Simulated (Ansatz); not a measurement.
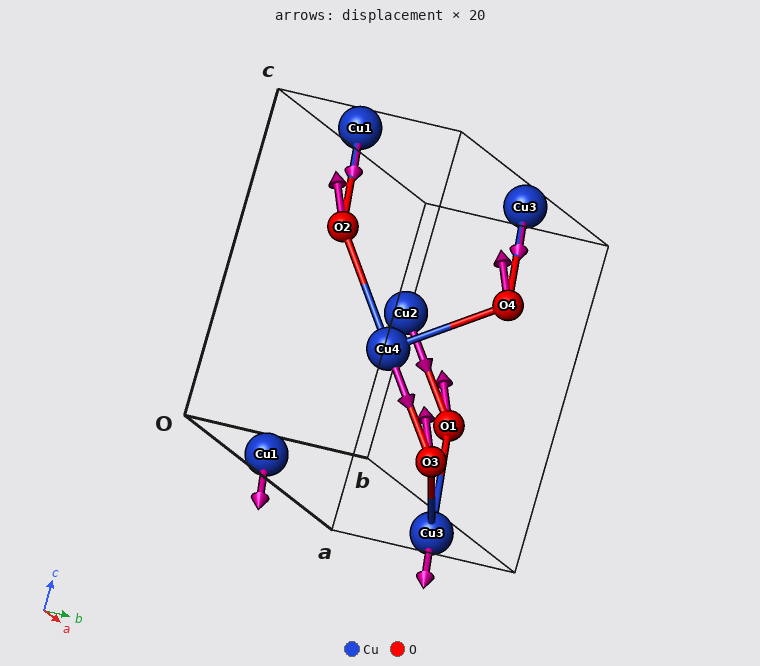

Crystal: CuO, the input geometry of an electronic-structure calculation (not necessarily at equilibrium). The structure has space group Cc (No. 9), but lies close to a more symmetric one; the arrows, set on the atoms' surfaces, show each atom's displacement from its place in that idealised structure, magnified. All values are computed from the atomic coordinates in the standard setting (tolerance 0.002 Å).

```
Cu O
1.0
     4.69270    0.00000    0.00000
     0.00000    3.42830    0.00000
    -0.85192    0.00000    5.06587
Cu O
4 4
Direct
  0.25000 0.24670 0.00000
  0.25000 0.75330 0.50000
  0.75000 0.74670 0.00000
  0.75000 0.25330 0.50000
  0.48960 0.91770 0.26020
  0.48960 0.08230 0.76020
  0.98960 0.41770 0.26020
  0.98960 0.58230 0.76020
```

Question: Which is the most symmetric group that a search with looser tolerances finds (in steps up to 1 Å, at an angle tolerance of 8°, moving no atom by more than 0.6 Å)?

Answer: C2/c (No. 15), monoclinic, found at a tolerance of 0.25 Å. The actual group is a subgroup of index 2: the point group loses a factor 2 (2/m to m), and all translations are kept.

Question: How large is the distortion?

Answer: Largest displacements (atoms of each element counted in list order): Cu2 0.04 Å, Cu4 0.04 Å, Cu3 0.04 Å, Cu1 0.04 Å; root mean square 0.04 Å; the largest principal strain of the cell against the idealised metric is under 0.05 %.
